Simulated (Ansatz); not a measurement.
Geometry relaxation, with input and output: HfO2 (part 1 of 2)

- system: HfO2 (12 atoms in the cell)
- method: DFT PBE, scalar-relativistic, plane waves, PAW, no spin polarisation (Ansatz 0.2.0)

The structure was made by a generator, so it may or may not be a known phase. Figures and captions count atoms from 1; the log counts them from 0 in places.

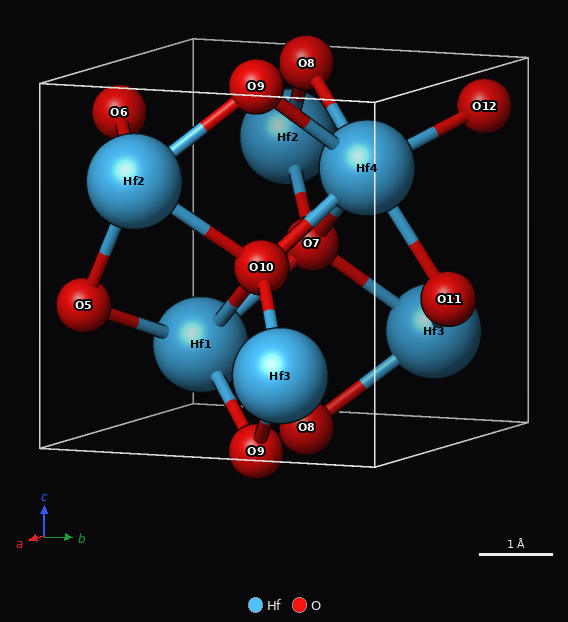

The starting structure (ball-and-stick view of the cell of the calculation, seen slightly off an axis; atoms are numbered from 1 in the order of the input). An atom can appear more than once, as a periodic image. Near neighbours in the periodic cell (some may lie outside the picture): Hf has 7 O at 2.05 to 2.26 Å; O has 3 Hf at 2.05 to 2.16 Å; O has 4 Hf at 2.13 to 2.26 Å.

### Input file
```yaml
crystal:
  lattice:
    - [5.2859410247, 0.0, 0.0]
    - [0.0, 5.0675580054, 0.0]
    - [0.0, 0.0, 5.0942922413]
  atoms:
    - { symbol: Hf, position: [0.5329743894, 0.2669766481, 0.2413516161] }
    - { symbol: Hf, position: [0.9670256106, 0.2669766481, 0.7413516161] }
    - { symbol: Hf, position: [0.0329743894, 0.7330233519, 0.2413516161] }
    - { symbol: Hf, position: [0.4670256106, 0.7330233519, 0.7413516161] }
    - { symbol: O, position: [0.8669482342, 0.0699573452, 0.3802730996] }
    - { symbol: O, position: [0.6330517658, 0.0699573452, 0.8802730996] }
    - { symbol: O, position: [0.2326815112, 0.4607514522, 0.4913752943] }
    - { symbol: O, position: [0.2673184888, 0.4607514522, 0.9913752943] }
    - { symbol: O, position: [0.7673184888, 0.5392485478, 0.9913752943] }
    - { symbol: O, position: [0.7326815112, 0.5392485478, 0.4913752943] }
    - { symbol: O, position: [0.3669482342, 0.9300426548, 0.3802730996] }
    - { symbol: O, position: [0.1330517658, 0.9300426548, 0.8802730996] }
basis:
  ecutwfc: 420
kpoints:
  mp_grid: { grid: [4, 6, 6] }
hamiltonian:
  xc: pbe
scf:
  occupations: { method: gaussian, width: 0.02 }
output:
  forces: true
  stress: true
  eigenvalues: true
  write_density: true
  write_potential: true
  elf: true
  volumetric_format: npy
relax:
  adjacent_minimum: "off"
  f_tol: 0.01
  max_steps: 80
  cell: { stress_tol: 0.05 }
```

Launch command:
```bash
ansatz run input.yaml --threads 1 --pin off --max-ram 2560MiB --backend cpu --events-out ev --progress --plain --runs-dir out
```

### The program's output
```
Engine: ansatz 0.2.0, x86_64-unknown-linux-gnu
Pseudopotentials: kind: paw
Pseudopotential: Hf, paw, valence charge 26, recommended cutoff 420 eV (normal), Hf.paw.azcp
Pseudopotential: O, paw, valence charge 6, recommended cutoff 420 eV (normal), O.paw.azcp
Functional definition: PBE
  parameter kappa = 0.804
  parameter beta = 0.06672455060314922
  exchange = pbe_x(kappa = kappa, mu = beta*pi^2/3)
  correlation = pbe_c(beta = beta)
Crystal: 12 atoms, lattice volume = 136.460 Å³
Basis set: ecut = 420 eV, 2641 PW (Γ), exchange–correlation on 72×72×72 points (8 copies of the dense FFT grid, shifted against one another)
Bands: 92, of which v1, the nominal top of the filled ones, is band 76 counted from 1 (75 counted from 0)
Symmetry: 4 space group operations
Space group: Pca21 (ITA 29), of the structure as read, at distance tolerance 5.1e-5 Å
k-points: 48 of 144 (time reversal used)
Non-local potential: Hf, projectors of the file, l = 0: 3, l = 1: 2, l = 2: 2, l = 3: 3
Non-local potential: O, projectors of the file, l = 0: 2, l = 1: 2, l = 2: 1
PAW form: soft (Blöchl's): semilocal exchange-correlation on the pseudo side does not see the compensation charge
PAW one-centre angular grid: Hf, 590 points (default); XC on 64 Gauss nodes
PAW one-centre angular grid: O, 110 points (default); XC on 64 Gauss nodes
Initial density: superposition of atomic densities (neutral atoms: chi_scale 0, normalization atom), corrected by the library's trained network
Initial wavefunctions: pseudopotential atomic-orbital guess
Functional: x = pbe(κ = 0.804, μ = 0.2195149727645171), c = pbe(β = 0.06672455060314922)
SCF iter   1: F=—  HF=-67446.394281 eV  |F-HF|=—  |Δ(HF+E_count)|=         —  Δρ=3.42e-3  dr2=1.21e-2  ethr=1.77e-3  ⟨swp⟩=5.9  Hψ=13512  notcnv=0  defer=159
preconditioner: auto → Resta (q_TF=auto, 2.778 Å⁻¹)  ε∞=5.4  [insulator: Δε(μ)=4.392 eV  Ē_g=18.096 eV  σ=0.020 eV  W_gap=1.00  n_scr=56 (ndim 8)  ℏωp=38.1 eV  f_vac=0.041  D(μ)=0.00/eV (n_scr^D=0)  ε∞_Penn≈5.4]
SCF iter   2: F=—  HF=-67446.394366 eV  |F-HF|=—  |Δ(HF+E_count)|=   8.58e-5  Δρ=1.62e-3  dr2=1.48e-3  ethr=7.97e-6  ⟨swp⟩=2.0  Hψ=8282  notcnv=0  defer=454
SCF iter   3: F=—  HF=-67446.394897 eV  |F-HF|=—  |Δ(HF+E_count)|=   5.31e-4  Δρ=7.78e-4  dr2=4.93e-4  ethr=9.71e-7  ⟨swp⟩=2.0  Hψ=5089  notcnv=0  defer=454
SCF iter   4: F=—  HF=-67446.395157 eV  |F-HF|=—  |Δ(HF+E_count)|=   2.60e-4  Δρ=1.26e-4  dr2=2.54e-5  ethr=3.24e-7  ⟨swp⟩=2.0  Hψ=7037  notcnv=0  defer=454
SCF iter   5: F=—  HF=-67446.395419 eV  |F-HF|=—  |Δ(HF+E_count)|=   2.62e-4  Δρ=8.63e-5  dr2=8.16e-6  ethr=1.67e-8  ⟨swp⟩=2.0  Hψ=7611  notcnv=0  defer=454
SCF iter   6: F=—  HF=-67446.395415 eV  |F-HF|=—  |Δ(HF+E_count)|=   3.73e-6  Δρ=2.63e-5  dr2=7.10e-7  ethr=5.37e-9  ⟨swp⟩=2.0  Hψ=7590  notcnv=0  defer=454
SCF iter   7: F=-67446.395416 eV  HF=-67446.395416 eV  |F-HF|=6.78e-9  |Δ(HF+E_count)|=   5.00e-7  Δρ=8.28e-6  dr2=6.35e-8  ethr=6.58e-11  ⟨swp⟩=12.3  Hψ=34360  notcnv=0
SCF 1 converged in 7 iterations: F = -67446.395416 eV  dr2 = 6.35e-8
  greatest PAW one-centre occupation: 0.999 electrons in one spin orbital (limit 2), on the Hf atom at site 3 (counted from 0), in its partial waves of l = 0
relax step   1: F+E_penalty+E_count = -67446.39541574 eV  Δ(F+E_penalty+E_count) = +0.000e0 eV  max|allowed force component| = 3.419e-2 eV/Å  Δτ_max = 0.0000 Å  P = +0.237 GPa  Ω = 136.460 Å³  (7 SCF iters, dr2 threshold 1.00e-7 eV, accepted)
Crystal: 12 atoms, lattice volume = 136.691 Å³
Basis set: ecut = 420 eV, 2649 PW (Γ), exchange–correlation on 72×72×72 points (8 copies of the dense FFT grid, shifted against one another)
Initial density: handed on by an earlier stage of this run
Initial wavefunctions: those handed on with the density
iter 1 solved again at ethr=1.94e-7 eV; its pass at ethr=3.10e-3 eV (dr2=2.95e-4 eV) is discarded
SCF iter   1: F=—  HF=-67446.394762 eV  |F-HF|=—  |Δ(HF+E_count)|=         —  Δρ=6.84e-4  dr2=2.80e-4  ethr=1.94e-7  ⟨swp⟩=3.3  Hψ=17756  notcnv=0
preconditioner: auto → Resta (q_TF=auto, 2.777 Å⁻¹)  ε∞=5.4  [insulator: Δε(μ)=4.360 eV  Ē_g=18.093 eV  σ=0.020 eV  W_gap=1.00  n_scr=56 (ndim 8)  ℏωp=38.1 eV  f_vac=0.044  D(μ)=0.00/eV (n_scr^D=0)  ε∞_Penn≈5.4]
SCF iter   2: F=—  HF=-67446.394964 eV  |F-HF|=—  |Δ(HF+E_count)|=   2.01e-4  Δρ=3.58e-4  dr2=7.28e-5  ethr=1.84e-7  ⟨swp⟩=1.9  Hψ=7495  notcnv=0
SCF iter   3: F=—  HF=-67446.394967 eV  |F-HF|=—  |Δ(HF+E_count)|=   3.54e-6  Δρ=1.05e-4  dr2=1.15e-5  ethr=4.79e-8  ⟨swp⟩=2.1  Hψ=5961  notcnv=0
SCF iter   4: F=—  HF=-67446.394967 eV  |F-HF|=—  |Δ(HF+E_count)|=   7.84e-7  Δρ=2.97e-5  dr2=1.05e-6  ethr=7.57e-9  ⟨swp⟩=2.0  Hψ=7296  notcnv=0
SCF iter   5: F=-67446.394967 eV  HF=-67446.394967 eV  |F-HF|=9.44e-8  |Δ(HF+E_count)|=   3.08e-7  Δρ=1.16e-5  dr2=1.29e-7  ethr=2.44e-10  ⟨swp⟩=12.4  Hψ=36569  notcnv=0
SCF 2 converged in 5 iterations: F = -67446.394967 eV  dr2 = 1.29e-7
relax step   2: F+E_penalty+E_count = -67446.39496684 eV  Δ(F+E_penalty+E_count) = +4.489e-4 eV  max|allowed force component| = 3.330e-2 eV/Å  Δτ_max = 0.0043 Å  P = -0.084 GPa  Ω = 136.691 Å³  energy of the carried Pulay correction = -1.157e-3 eV  (5 SCF iters, dr2 threshold 3.70e-7 eV, accepted)
Crystal: 12 atoms, lattice volume = 136.720 Å³
iter 1 solved again at ethr=4.68e-8 eV; its pass at ethr=3.10e-3 eV (dr2=7.11e-5 eV) is discarded
SCF iter   1: F=—  HF=-67446.395364 eV  |F-HF|=—  |Δ(HF+E_count)|=         —  Δρ=3.33e-4  dr2=7.31e-5  ethr=4.68e-8  ⟨swp⟩=3.0  Hψ=16938  notcnv=0
preconditioner: auto → Resta (q_TF=auto, 2.777 Å⁻¹)  ε∞=5.4  [insulator: Δε(μ)=4.359 eV  Ē_g=18.094 eV  σ=0.020 eV  W_gap=1.00  n_scr=56 (ndim 8)  ℏωp=38.1 eV  f_vac=0.044  D(μ)=0.00/eV (n_scr^D=0)  ε∞_Penn≈5.4]
SCF iter   2: F=—  HF=-67446.395576 eV  |F-HF|=—  |Δ(HF+E_count)|=   2.12e-4  Δρ=1.90e-4  dr2=2.59e-5  ethr=4.68e-8  ⟨swp⟩=1.0  Hψ=4417  notcnv=0
SCF iter   3: F=—  HF=-67446.395577 eV  |F-HF|=—  |Δ(HF+E_count)|=   4.67e-7  Δρ=4.51e-5  dr2=2.41e-6  ethr=1.70e-8  ⟨swp⟩=2.0  Hψ=6213  notcnv=0
SCF iter   4: F=-67446.395576 eV  HF=-67446.395576 eV  |F-HF|=1.99e-8  |Δ(HF+E_count)|=   3.19e-7  Δρ=1.33e-5  dr2=1.49e-7  ethr=3.20e-10  ⟨swp⟩=12.5  Hψ=36283  notcnv=0
SCF 3 converged in 4 iterations: F = -67446.395576 eV  dr2 = 1.49e-7
  Residual-converged pass: ⟨swp⟩=1.0  Hψ=4608  notcnv=0  max |occ|·‖R‖ = 7.0e-9 eV (tolerance 1.0e-8 eV)  dr2=1.49e-7  dr2_onsite=1.57e-8  max |Δocc| = 0.0e0
relax step   3: F+E_penalty+E_count = -67446.39557625 eV  Δ(F+E_penalty+E_count) = -6.094e-4 eV  max|allowed force component| = 2.699e-2 eV/Å  Δτ_max = 0.0027 Å  P = -0.085 GPa  Ω = 136.720 Å³  energy of the carried Pulay correction = -1.303e-3 eV  (4 SCF iters, dr2 threshold 4.86e-7 eV, accepted)
Crystal: 12 atoms, lattice volume = 136.751 Å³
Basis set: ecut = 420 eV, 2657 PW (Γ), exchange–correlation on 72×72×72 points (8 copies of the dense FFT grid, shifted against one another)
iter 1 solved again at ethr=9.54e-7 eV; its pass at ethr=3.10e-3 eV (dr2=1.45e-3 eV) is discarded
SCF iter   1: F=—  HF=-67446.396673 eV  |F-HF|=—  |Δ(HF+E_count)|=         —  Δρ=1.55e-3  dr2=1.47e-3  ethr=9.54e-7  ⟨swp⟩=2.6  Hψ=15502  notcnv=0
preconditioner: auto → Resta (q_TF=auto, 2.777 Å⁻¹)  ε∞=5.4  [insulator: Δε(μ)=4.372 eV  Ē_g=18.098 eV  σ=0.020 eV  W_gap=1.00  n_scr=56 (ndim 8)  ℏωp=38.1 eV  f_vac=0.046  D(μ)=0.00/eV (n_scr^D=0)  ε∞_Penn≈5.4]
SCF iter   2: F=—  HF=-67446.396610 eV  |F-HF|=—  |Δ(HF+E_count)|=   6.36e-5  Δρ=8.74e-4  dr2=5.05e-4  ethr=9.54e-7  ⟨swp⟩=1.0  Hψ=4416  notcnv=0
SCF iter   3: F=—  HF=-67446.396632 eV  |F-HF|=—  |Δ(HF+E_count)|=   2.19e-5  Δρ=2.33e-4  dr2=6.27e-5  ethr=3.32e-7  ⟨swp⟩=2.0  Hψ=5712  notcnv=0
SCF iter   4: F=—  HF=-67446.396754 eV  |F-HF|=—  |Δ(HF+E_count)|=   1.23e-4  Δρ=6.17e-5  dr2=3.55e-6  ethr=4.12e-8  ⟨swp⟩=2.0  Hψ=7176  notcnv=0
SCF iter   5: F=—  HF=-67446.396756 eV  |F-HF|=—  |Δ(HF+E_count)|=   1.17e-6  Δρ=1.72e-5  dr2=2.98e-7  ethr=2.34e-9  ⟨swp⟩=2.0  Hψ=7306  notcnv=0
SCF iter   6: F=-67446.396756 eV  HF=-67446.396756 eV  |F-HF|=1.78e-7  |Δ(HF+E_count)|=   2.15e-7  Δρ=1.06e-5  dr2=1.35e-7  ethr=1.19e-10  ⟨swp⟩=11.1  Hψ=34057  notcnv=0
SCF 4 converged in 6 iterations: F = -67446.396756 eV  dr2 = 1.35e-7
relax step   4: F+E_penalty+E_count = -67446.39675559 eV  Δ(F+E_penalty+E_count) = -1.179e-3 eV  max|allowed force component| = 1.723e-2 eV/Å  Δτ_max = 0.0125 Å  P = +0.137 GPa  Ω = 136.751 Å³  energy of the carried Pulay correction = -1.459e-3 eV  (6 SCF iters, dr2 threshold 1.81e-7 eV, accepted)
Crystal: 12 atoms, lattice volume = 136.883 Å³
iter 1 solved again at ethr=2.53e-7 eV; its pass at ethr=3.10e-3 eV (dr2=3.84e-4 eV) is discarded
SCF iter   1: F=—  HF=-67446.396271 eV  |F-HF|=—  |Δ(HF+E_count)|=         —  Δρ=8.24e-4  dr2=3.81e-4  ethr=2.53e-7  ⟨swp⟩=4.1  Hψ=17115  notcnv=0
preconditioner: auto → Resta (q_TF=auto, 2.776 Å⁻¹)  ε∞=5.4  [insulator: Δε(μ)=4.368 eV  Ē_g=18.094 eV  σ=0.020 eV  W_gap=1.00  n_scr=56 (ndim 8)  ℏωp=38.1 eV  f_vac=0.047  D(μ)=0.00/eV (n_scr^D=0)  ε∞_Penn≈5.4]
SCF iter   2: F=—  HF=-67446.396220 eV  |F-HF|=—  |Δ(HF+E_count)|=   5.09e-5  Δρ=4.34e-4  dr2=1.03e-4  ethr=2.51e-7  ⟨swp⟩=1.0  Hψ=4417  notcnv=0
SCF iter   3: F=—  HF=-67446.396218 eV  |F-HF|=—  |Δ(HF+E_count)|=   2.20e-6  Δρ=7.86e-5  dr2=7.04e-6  ethr=6.79e-8  ⟨swp⟩=2.3  Hψ=7512  notcnv=0
SCF iter   4: F=—  HF=-67446.396310 eV  |F-HF|=—  |Δ(HF+E_count)|=   9.19e-5  Δρ=3.44e-5  dr2=1.31e-6  ethr=4.63e-9  ⟨swp⟩=2.0  Hψ=7872  notcnv=0
SCF iter   5: F=—  HF=-67446.396310 eV  |F-HF|=—  |Δ(HF+E_count)|=   1.55e-7  Δρ=1.46e-5  dr2=2.32e-7  ethr=8.62e-10  ⟨swp⟩=2.0  Hψ=6909  notcnv=0
SCF iter   6: F=-67446.396310 eV  HF=-67446.396310 eV  |F-HF|=2.55e-8  |Δ(HF+E_count)|=   4.35e-8  Δρ=5.51e-6  dr2=3.78e-8  ethr=4.85e-11  ⟨swp⟩=11.6  Hψ=32750  notcnv=0
SCF 5 converged in 6 iterations: F = -67446.396310 eV  dr2 = 3.78e-8
relax step   5: F+E_penalty+E_count = -67446.39630954 eV  Δ(F+E_penalty+E_count) = +4.461e-4 eV  max|allowed force component| = 8.067e-3 eV/Å  Δτ_max = 0.0059 Å  P = -0.010 GPa  Ω = 136.883 Å³  energy of the carried Pulay correction = -2.120e-3 eV  (6 SCF iters, dr2 threshold 7.38e-8 eV, accepted)
Initial wavefunctions: pseudopotential atomic-orbital guess (no wavefunctions were taken with the density)
iter 1 solved again at ethr=1.14e-7 eV; its pass at ethr=3.10e-3 eV (dr2=1.73e-4 eV) is discarded
SCF iter   1: F=—  HF=-67446.398665 eV  |F-HF|=—  |Δ(HF+E_count)|=         —  Δρ=5.03e-5  dr2=3.11e-7  ethr=1.14e-7  ⟨swp⟩=3.2  Hψ=25990  notcnv=0
preconditioner: auto → Resta (q_TF=auto, 2.776 Å⁻¹)  ε∞=5.4  [insulator: Δε(μ)=4.366 eV  Ē_g=18.094 eV  σ=0.020 eV  W_gap=1.00  n_scr=56 (ndim 8)  ℏωp=38.1 eV  f_vac=0.046  D(μ)=0.00/eV (n_scr^D=0)  ε∞_Penn≈5.4]
SCF iter   2: F=—  HF=-67446.398782 eV  |F-HF|=—  |Δ(HF+E_count)|=   1.17e-4  Δρ=2.53e-5  dr2=1.03e-7  ethr=2.05e-10  ⟨swp⟩=3.0  Hψ=9438  notcnv=0
SCF iter   3: F=—  HF=-67446.398785 eV  |F-HF|=—  |Δ(HF+E_count)|=   3.31e-6  Δρ=9.24e-6  dr2=1.23e-8  ethr=6.77e-11  ⟨swp⟩=2.0  Hψ=6749  notcnv=0
SCF iter   4: F=—  HF=-67446.398786 eV  |F-HF|=—  |Δ(HF+E_count)|=   4.38e-7  Δρ=7.59e-7  dr2=6.14e-10  ethr=8.08e-12  ⟨swp⟩=2.0  Hψ=7296  notcnv=0
SCF iter   5: F=—  HF=-67446.398786 eV  |F-HF|=—  |Δ(HF+E_count)|=  1.46e-10  Δρ=4.91e-7  dr2=3.05e-10  ethr=1.00e-12  ⟨swp⟩=6.9  Hψ=24530  notcnv=0
SCF iter   6: F=-67446.398786 eV  HF=-67446.398786 eV  |F-HF|=0.00e0  |Δ(HF+E_count)|=  6.40e-10  Δρ=2.00e-7  dr2=5.06e-11  ethr=1.00e-12  ⟨swp⟩=5.1  Hψ=23456  notcnv=0
SCF 6 converged in 6 iterations: F = -67446.398786 eV  dr2 = 5.06e-11
relax step   6: F+E_penalty+E_count = -67446.39878558 eV  Δ(F+E_penalty+E_count) = -2.476e-3 eV  max|allowed force component| = 7.833e-3 eV/Å  Δτ_max = 0.0000 Å  P = +0.014 GPa  Ω = 136.883 Å³  stress off target by 2.88e-2 GPa  SCF on the basis re-selected at this cell (its energy is not comparable with the rows above)  (6 SCF iters)
```

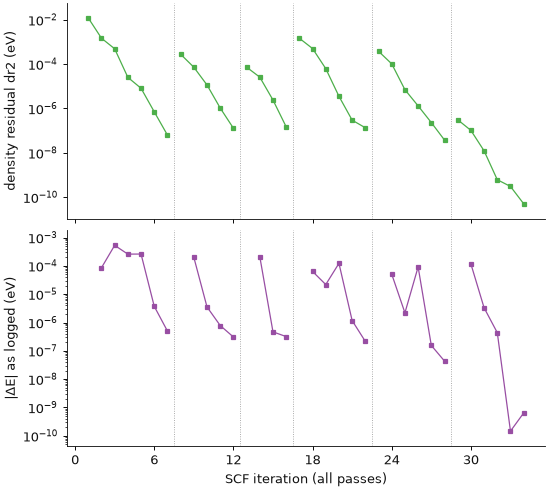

Convergence of the self-consistent field: density residual dr2 and size of the energy change against the SCF iteration. The dotted lines part the SCF passes of the relaxation: geometry steps, rejected trials and re-solves on a re-selected basis. The 6 passes take 4 to 7 iterations each, 34 in all.

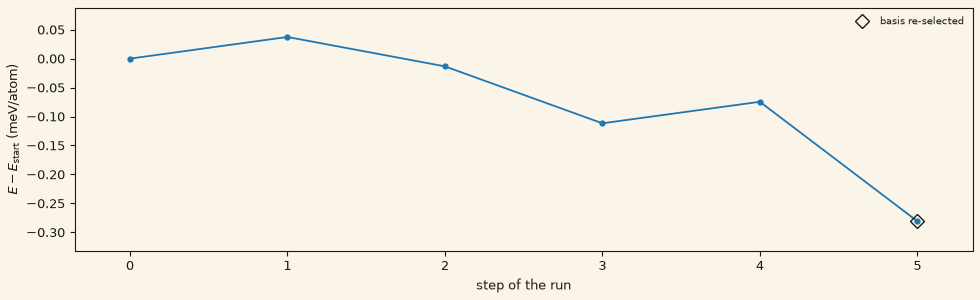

Progress of the relaxation, step by step (the first geometry is step 0 here and step 1 in the log).

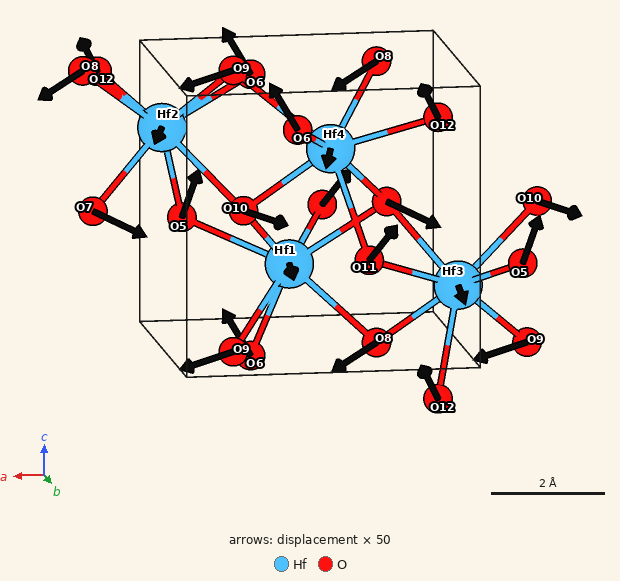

The starting structure with the displacements as black arrows, magnified 50 times (ball-and-stick view of the cell of the calculation, with bonded neighbours outside it, seen at an oblique angle). After 4 geometry steps the energy has fallen by 0.1 meV per atom. The largest force component goes from 0.034 to 0.0078 eV/Å. The pressure goes from 0.24 to 0.01 GPa. The largest moves relative to the cell, 0.022 Å, are those of O7, O8, O9 and O10. Largest moves by element: O 0.022 Å, Hf 0.008 Å. The drawn cell changes as follows: a 5.286 → 5.294 Å (+0.1 %), b 5.068 → 5.069 Å (0.0 %), c 5.094 → 5.101 Å (+0.1 %); the volume changes by +0.3 %. Among the contacts that change: Hf1–O7 2.260 → 2.279 Å, Hf1–O10 2.154 → 2.143 Å, Hf1–O9 2.249 → 2.259 Å, Hf1–O6 2.159 → 2.149 Å. The space group stays Pca2_1 (No. 29). A last SCF at the same geometry on a re-selected plane-wave basis shifts the energy by −0.2 meV per atom. (Atoms are counted from 1 in the order of the input.)

```
basis re-selected at this cell: Δ(F+E_penalty+E_count) = -2.476e-3 eV, ΔP = +0.024 GPa vs the last step (what re-selecting the basis moved, of the pressure what is left beyond the Pulay correction that the steps carried, after the strain that the cell walked since its last selection, with what the two solves' SCF thresholds leave and, on support functions, any second-order correction that the steps lacked; it is no measure of the basis error at this ecutwfc). This SCF's stress stands 2.88e-2 GPa from its target on what of the cell is left free (relax.cell.stress_tol is 5.00e-2 GPa) and its largest allowed force component is 7.83e-3 eV/Å (relax.f_tol is 1.00e-2 eV/Å): within both
SCF converged after 6 iterations
Free energy (F): -67446.398786 eV
Harris-Foulkes:  -67446.398786 eV  (|F-HF|=0.00e0)
Internal energy: -67446.398786 eV  (E = F + TS)
E sigma→0 (E₀):  -67446.398786 eV
Fermi energy:    16.660356 eV
```
